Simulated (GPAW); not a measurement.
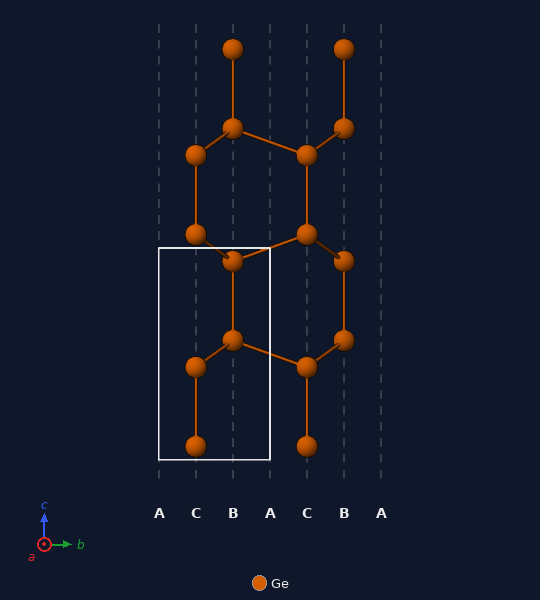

The picture looks along a close-packed row of the hexagonal mesh; c points upwards. The dashed lines mark the three columns A (0, 0), B (1/3, 2/3) and C (2/3, 1/3). The sequence starts with the first layer at or above the cell's origin.

Ge. Coordinates: a cell listed in the Materials Project, as set up for an electronic-structure calculation.

Q: Give the sequence of layers in one repeat, with element and column.

A: Ge(C) – Ge(C) – Ge(B) – Ge(B) (four layers in 6.60 Å).
